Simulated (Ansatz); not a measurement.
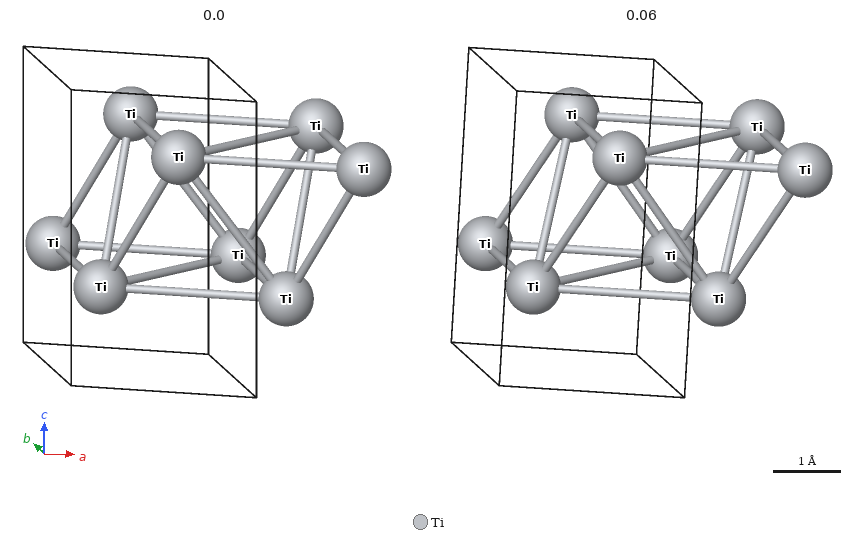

Solid Ti (set up in P6_3/mmc), under shear of c along a (cell held, atoms fixed by symmetry), with energies (extrapolated to zero smearing) counted from the relaxed crystal, which is the row at zero. The picture shows the first and the last member. The picture is a ball-and-stick view of the cell of the calculation, repeated 2 × 2 × 1 with one cell outlined, seen slightly off an axis.

Computed with Ansatz 0.2.0: DFT PBEsol, scalar-relativistic, plane waves, PAW. Set-up: plane-wave cutoff 420 eV; k-point mesh 24 × 24 × 12; occupations gaussian; smearing width 0.1 eV; no spin polarisation; atoms relaxed in a fixed cell; force threshold 0.008 eV/Å.

| strain | energy (meV/atom) | a (Å) | c (Å) |
| --- | --- | --- | --- |
| 0.0 | 0.00 | 2.900 | 4.591 |
| 0.01 | 0.23 | 2.900 | 4.591 |
| 0.02 | ? | ? | ? |
| 0.03 | 2.06 | 2.900 | 4.593 |
| 0.04 | 3.64 | 2.900 | 4.595 |
| 0.06 | 8.06 | 2.900 | 4.599 |

**Fill in the missing row.**

A parabola through three neighbouring rows (0.0, 0.01, 0.03) gives, with Lagrange weights, (−0.3333)(0.00) + (1.0000)(0.23) + (0.3333)(2.06) = 0.92 meV/atom. The calculation gives 0.92 meV/atom (a = 2.900 Å, c = 4.592 Å). The estimate is right to the digits shown. From the first member to the last: Ti–Ti 2.841 → 2.914 Å, Ti–Ti 2.841 → 2.774 Å.

The whole series:

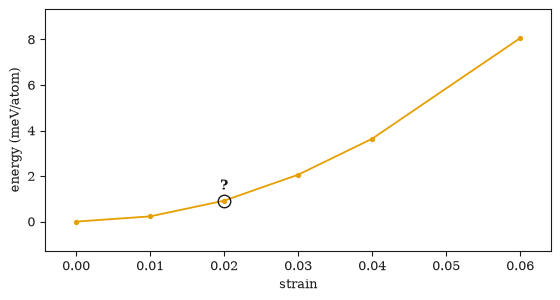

Each member starts from this one structure; whether another phase lies lower wasn't checked.
